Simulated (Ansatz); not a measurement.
System: Sn₁₆O₁₇ (cell with a defect).

```
Sn O
1.0
    -7.73653    0.00000   -5.06624
     7.73653    0.00000   -5.06624
     0.00000   -7.73653    5.06624
Sn O
16 17
Direct
  0.25763 0.75763 0.25000
  0.50484 0.00679 0.75000
  0.50484 0.50484 0.24805
  0.00679 0.00679 0.25195
  0.25548 0.25548 0.75000
  0.78839 0.78839 0.75000
  0.75763 0.25763 0.25000
  0.00679 0.50484 0.75000
  0.73181 0.49090 0.99092
  0.98688 0.72865 0.49177
  0.98688 0.24510 0.00823
  0.49090 0.73181 0.99092
  0.72865 0.98688 0.49177
  0.24998 0.49090 0.50908
  0.24510 0.98688 0.00823
  0.49090 0.24998 0.50908
  0.74520 0.49733 0.25090
  0.99586 0.74864 0.75000
  0.99643 0.24431 0.24910
  0.49733 0.74520 0.25090
  0.74864 0.99586 0.75000
  0.24334 0.49411 0.75000
  0.24431 0.99643 0.24910
  0.49411 0.24334 0.75000
  0.74864 0.74864 0.50279
  0.99586 0.99586 0.99721
  0.99643 0.49733 0.50212
  0.49733 0.99643 0.50212
  0.74520 0.24431 0.99788
  0.24431 0.74520 0.99788
  0.24334 0.24334 0.49924
  0.49411 0.49411 0.00076
  0.59690 0.59690 0.75000
```

Computed with DFT PBE, scalar-relativistic, plane waves, PAW in Ansatz.

> Predict the valence pseudo-density and electron localisation function between the atoms.

Sn–O (1.94 Å): the density is about 0.88 e/Å³ at the midpoint; the ELF peaks at about 0.75 in the valence shell of O, 0.6 Å from its nucleus, and is about 0.30 at the midpoint.
Sn–O (2.09 Å): ρ at the midpoint is about 0.63 e/Å³; the ELF peaks at about 0.80 in the valence shell of O, 0.6 Å from its nucleus, and is about 0.25 at the midpoint: no localised pair shows between them.
Sn–O (2.20 Å): ρ is about 0.49 e/Å³ halfway; the ELF peaks at about 0.85 in the valence shell of O, 0.6 Å from its nucleus, and is about 0.20 at the midpoint; no localised pair shows between them.

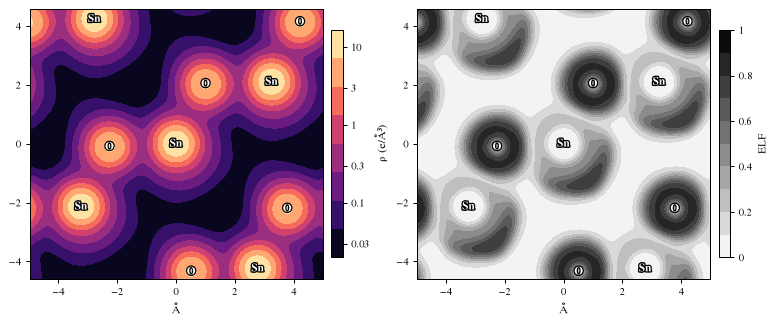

Computed valence pseudo-density and electron localisation function on the (11̄0) plane of the calculation cell, in this order. 

In a PAW calculation such maps are meaningful between the atoms, not at the nuclei.
